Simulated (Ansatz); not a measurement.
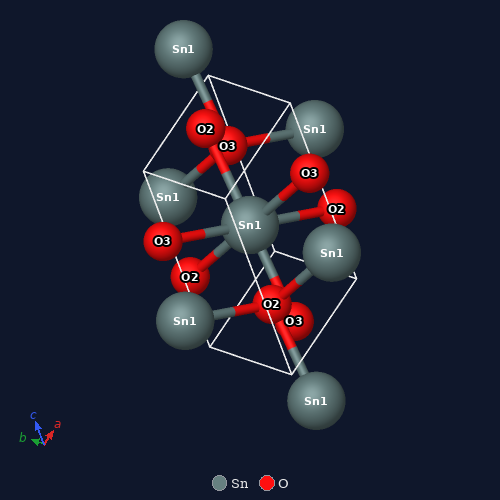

Four computed energy maps of cells of SnO₂. The picture above is the structure of the first map.

Map 1

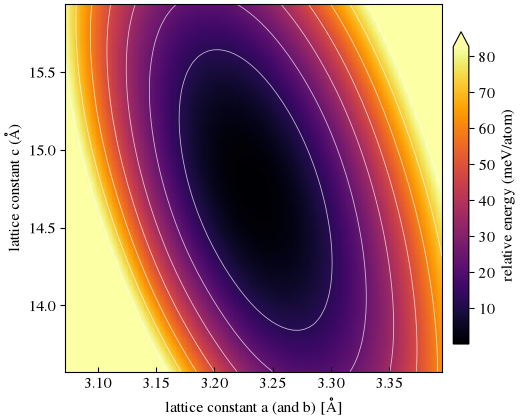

SnO2 (R-3m, No. 166; 3 atoms in the cell). The energy is mapped over the lattice constants a and c of the conventional cell. Coordinates scanned: (1) lattice constant a (and b); (2) lattice constant c. Nothing is relaxed (fractional coordinates fixed). Grid: 7 × 7 points. Points are written as (first, second). Energies are in meV/atom, from the lowest grid point. These are results of DFT PBE, scalar-relativistic, plane waves, PAW in Ansatz 0.2.0, not measurements. Settings: cutoff 520 eV, k-mesh 12×12×12, gaussian smearing 0.05 eV, no spin polarisation.

In the figure: a smooth colour map with a few white contour lines, one colour for all values above the top of the scale. Between grid points the surface is interpolated.

Map 2

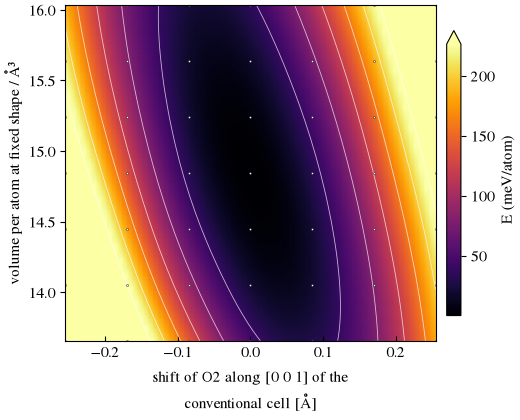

SnO₂ (R-3m, No. 166; 3 atoms in the cell). The energy is mapped over a free internal coordinate and the cell. The first coordinate is: shift of O2 along [0 0 1] of the conventional cell, Cartesian (0 0 1), its symmetry partners moved as symmetry demands (measured in the relaxed cell); the second: volume per atom at fixed shape. Nothing is relaxed (all other coordinates fixed). Grid: 7 × 7 points. Points are written as (first, second). Energies are in meV/atom, from the lowest grid point. Method: DFT PBE, scalar-relativistic, plane waves, PAW in Ansatz. Settings: cutoff 520 eV, k-mesh 12×12×12, gaussian smearing 0.05 eV, no spin polarisation.

The picture shows a smooth colour map with a few white contour lines, dots at the grid points, one colour for all values above the top of the scale. Between grid points the surface is interpolated.

Map 3

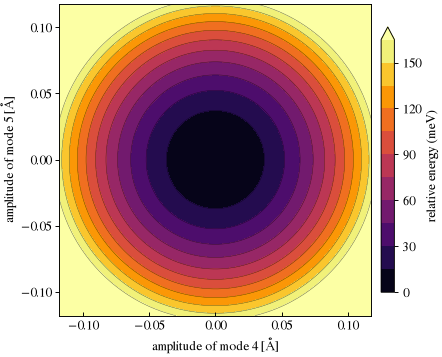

SnO2 (R-3m, No. 166; 3 atoms in the cell). The energy is mapped over two normal modes frozen in (zone-centre modes of the 3-atom cell of this scan). The first coordinate is: amplitude of mode 4 (381 cm⁻¹), largest displacement; the second: amplitude of mode 5 (381 cm⁻¹), largest displacement. Nothing is relaxed (the cell and all other modes fixed). The grid has 7 × 7 points; 16 points were computed and 33 follow by symmetry. Points are written as (first, second). All energies are given in meV per cell relative to the lowest grid point. The calculation used Ansatz 0.2.0, DFT PBE, scalar-relativistic, plane waves, PAW. Settings: cutoff 520 eV, k-mesh 12×12×12, gaussian smearing 0.05 eV, no spin polarisation.

The picture shows filled contours, one colour for all values above the top of the scale. Between grid points the surface is interpolated.

Map 4

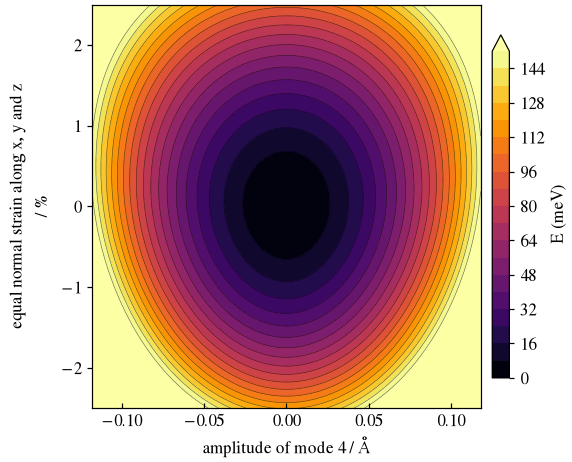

SnO2 (R-3m, No. 166; 3 atoms in the cell). 
- The energy is mapped over a normal mode and a strain (zone-centre modes of the 3-atom cell of this scan) (x along [1 0 0], y along [1 2 0], z along [0 0 1] of the conventional cell).
- The first coordinate is: amplitude of mode 4 (381 cm⁻¹), largest displacement in the unstrained cell; the second: equal normal strain along x, y and z.
- Nothing is relaxed (the pattern is fixed in fractional coordinates).
- Grid: 5 × 5 points; 15 points were computed and 10 follow by symmetry.
- Points are written as (first, second).
- Energies are in meV per cell, from the lowest grid point.
- Method: DFT PBE, scalar-relativistic, plane waves, PAW (Ansatz). Settings: cutoff 520 eV, k-mesh 12×12×12, gaussian smearing 0.05 eV, no spin polarisation.

In the figure: filled contours, one colour for all values above the top of the scale. Between grid points the surface is interpolated.

What does each map show?

Map 1: The lowest grid point is at (3.234 Å, 14.755 Å). No other kind of well shows on this grid. The highest grid point, (3.072 Å, 13.574 Å), lies 226 meV/atom above the lowest. Round the minimum the valley is somewhat tilted: raising lattice constant a (and b) shifts the best value of lattice constant c downwards (coupling k₁₂/√(k₁₁k₂₂) about 0.5). The gap on the k-mesh is 2.0 eV at the lowest point and runs from 1.0 to 3.2 eV over the map.
Map 2: The lowest grid point is at (0.000 Å, 14.845 Å³). It is the only kind of minimum in the scanned range. The highest grid point, (−0.255 Å, 13.657 Å³), lies 577 meV/atom above the lowest. The gap on the k-mesh is 2.0 eV at the lowest point and runs from 1.1 to 3.0 eV over the map.
Map 3: The lowest grid point is at (0.000 Å, 0.000 Å). No other kind of well shows on this grid. The highest grid point, (−0.118 Å, −0.118 Å), lies 318 meV above the lowest. The gap on the k-mesh is 2.0 eV at the lowest point and runs from 2.0 to 2.0 eV over the map.
Map 4: The lowest grid point is at (0.000 Å, 0.00 %). No other kind of well shows on this grid. The highest grid point, (−0.118 Å, −2.50 %), lies 325 meV above the lowest. The gap on the k-mesh is 2.0 eV at the lowest point and runs from 1.6 to 2.5 eV over the map.

Maps 1, 2, 3, 4 start from a relaxed reference structure. Do they show a way to lower its energy?

No. In each of them the reference is the lowest point, within the accuracy of the grid, so it is stable against the distortions scanned (other distortions weren't tried).

PAW datasets: the set soft_1.
